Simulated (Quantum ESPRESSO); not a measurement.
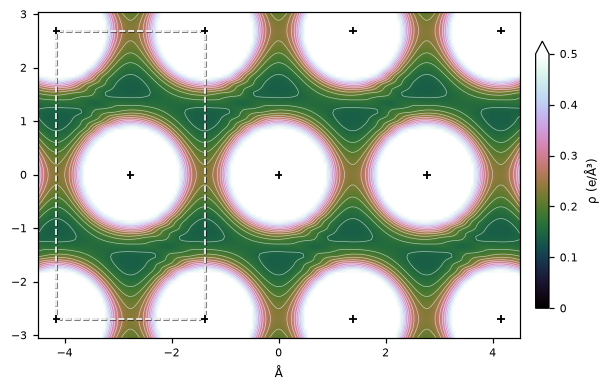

The valence charge density (pseudo) on a plane through atoms (crosses mark nuclei in the plane).

Level of theory: Quantum ESPRESSO, Kohn-Sham DFT of a periodic cell, PBEsol, GBRV 1.5 PBEsol.

Candidates:
A. Co, a = 2.47 Å, b = 2.47 Å, c = 4.02 Å, α = 90.00°, β = 90.00°, γ = 120.00°. Space group P6₃/mmc; a structure from a database of computed crystals, not necessarily the ambient phase; computed pressure about −5 GPa in this cell; spin-polarised.
B. Ga, a = 2.77 Å, b = 2.77 Å, c = 4.62 Å, α = 90.00°, β = 90.00°, γ = 90.00°. Space group I4/mmm; a structure from a database of computed crystals, not necessarily the ambient phase.
C. HfN, a = 4.51 Å, b = 4.51 Å, c = 4.51 Å, α = 90.00°, β = 90.00°, γ = 90.00°. Space group Fm-3m; computed pressure about −3 GPa in this cell.

Which candidate gave the map?

Answer. Candidate B: Ga on the (011̄) plane of the conventional cell, which holds Ga. Ga–Ga (2.77 Å): ρ is about 0.23 e/Å³ halfway.
